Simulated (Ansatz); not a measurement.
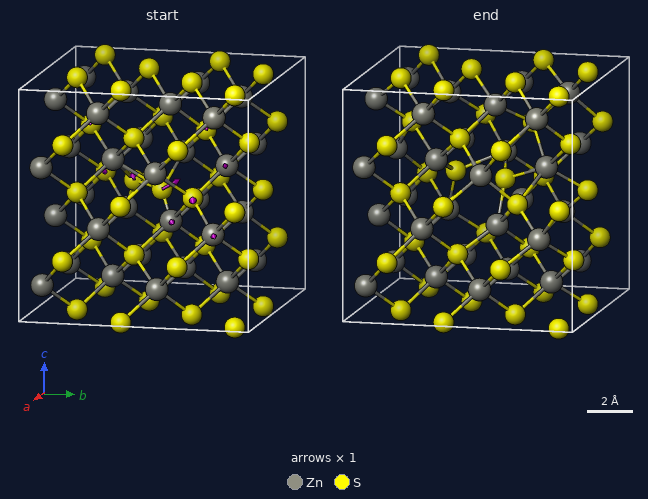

The structure of a defect cell of composition Zn₃₂S₃₃ (cell charge −2) before (left) and after (right) a relaxation, at one scale. The purple arrows give the displacements, at their true length.

A ball-and-stick model of the cell of the calculation (origin shifted), seen slightly off an axis.

Theory: DFT, PBEsol, PAW, plane waves in Ansatz. Settings: plane-wave cutoff 420 eV; k-point mesh 1 × 1 × 1; mesh shifted by (0.25, 0.25, 0.25); no spin polarisation; atoms relaxed in a fixed cell; force threshold 0.03 eV/Å; at most 80 steps.

### Summarise the run.

The largest move is that of an S atom, 1.01 Å along [−1 3 2]. Largest moves by element: S 1.01 Å, Zn 0.37 Å. The lattice vectors keep their values. Some distances before and after: S–Zn 3.473 → 2.271 Å, S–Zn 1.521 → 2.190 Å, S–Zn 1.558 → 2.184 Å, S–Zn 2.621 → 3.244 Å. New bonds form, among them: S–Zn (3.47 → 2.27 Å). Bond angles that change, for instance: S–Zn–S 110.8° → 133.6°, S–Zn–S 121.2° → 99.2°, S–Zn–S 133.0° → 151.7°. After 12 geometry steps the energy has fallen by 15.755 eV per cell of the calculation. The largest force component goes from 32 to 0.022 eV/Å.

Limits of the set-up: the cell is charged, on a uniform background, and energies carry no finite-size correction.
